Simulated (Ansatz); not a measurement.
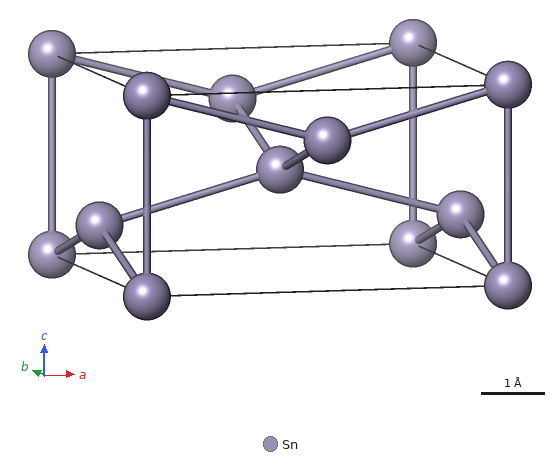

Lattice vibrations of crystalline Sn, at the zone centre. Style: ball-and-stick. Shown: the conventional cell (2 times the calculation's cell), slightly off an axis. Lengths and directions refer to the drawn axes.

The calculation used DFT PBE, scalar-relativistic, plane waves, PAW in Ansatz.

The input:
```yaml
crystal:
  lattice:
    - [-2.9742534398, 2.9742534398, 1.6104261931]
    - [2.9742534398, -2.9742534398, 1.6104261931]
    - [2.9742534398, 2.9742534398, -1.6104261931]
  atoms:
    - { symbol: Sn, position: [0.75, 0.25, 0.5] }
    - { symbol: Sn, position: [0.0, 0.0, 0.0] }
basis:
  ecutwfc: 420
kpoints:
  mp_grid: { grid: [14, 14, 14] }
hamiltonian:
  xc: pbe
scf:
  occupations: { method: fermi_dirac, width: 0.15 }
output:
  eigenvalues: true
phonons:
  method: dfpt
  eigenvectors: true
```

Run as
```bash
ansatz run input.yaml --threads 1 --pin off --max-ram 3072MiB --backend cpu --events-out ev --progress --plain --runs-dir out
```

The frequencies depend somewhat on the k-mesh and the smearing.

### Give the spectrum at this point.

The calculation's cell holds 2 atoms, so there are 3 optical modes, in 2 levels. The optical modes span B₁g + E_g. No level is unstable.

```
level  symmetry  frequency (cm⁻¹)      activity
    1       B₁g                41  Raman-active
    2       E_g               118  Raman-active
```

The displacement patterns (one member of each degenerate set):

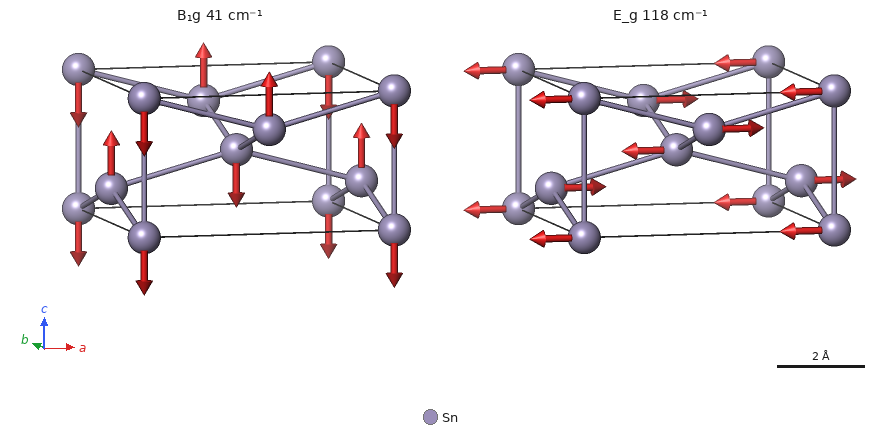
